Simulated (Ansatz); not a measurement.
The cell below is Sb in space group Fm-3m. The cell is taken from the input geometry of an electronic-structure calculation (not necessarily at equilibrium).

```
CELL_PARAMETERS angstrom
4.74249 0.00000 0.00000
0.00000 4.74249 0.00000
0.00000 0.00000 4.74249
ATOMIC_POSITIONS crystal
Sb 0.00000 0.00000 0.00000
Sb 0.00000 0.50000 0.50000
Sb 0.50000 0.00000 0.50000
Sb 0.50000 0.50000 0.00000
```

Hard-sphere model; touching radii (half the shortest distance): Sb 1.68 Å.

Find the largest hole by geometry, and further ones that a grid search gives (radius above 0.15 Å; smaller ones may be missed, and maxima closer than 0.25 Å are merged).

```json
{"hole": "V1", "site": "4b", "x, y, z": "0.000, 0.000, 0.500", "radius (Å)": "0.69", "nearest atoms": "6 Sb", "shape": "octahedral"}
{"hole": "V2", "site": "8c", "x, y, z": "0.250, 0.250, 0.750", "radius (Å)": "0.38", "nearest atoms": "4 Sb", "shape": "tetrahedral"}
```

Nearest atoms are those whose sphere lies within 0.15 Å of the hole's sphere; in brackets, those within 0.5 Å. The largest sphere that fits anywhere has a diameter of 1.39 Å; the largest that can travel through the crystal, about 0.5 Å.

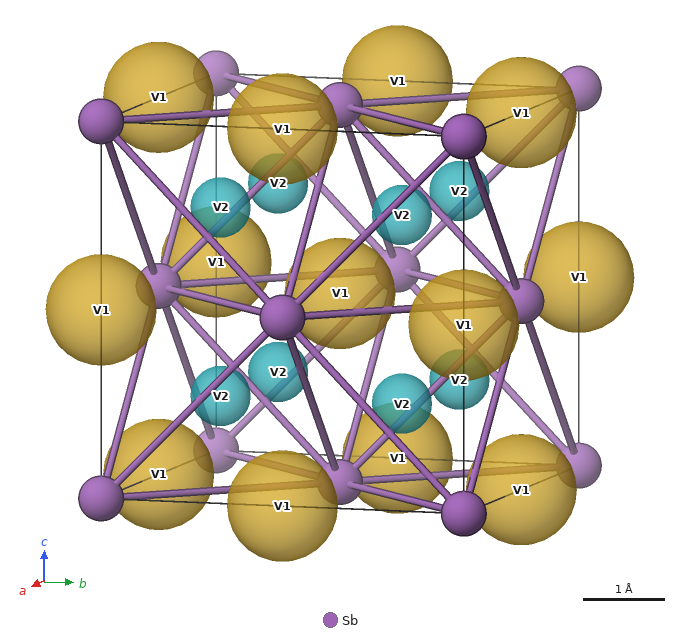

Translucent spheres (V1, V2) fill the 2 holes listed first by a grid search for holes with a radius above 0.15 Å (the largest is sure; smaller ones may be missed, and maxima closer than 0.25 Å are merged) at their true size; atoms are drawn smaller than their model radii. View slightly off an axis.
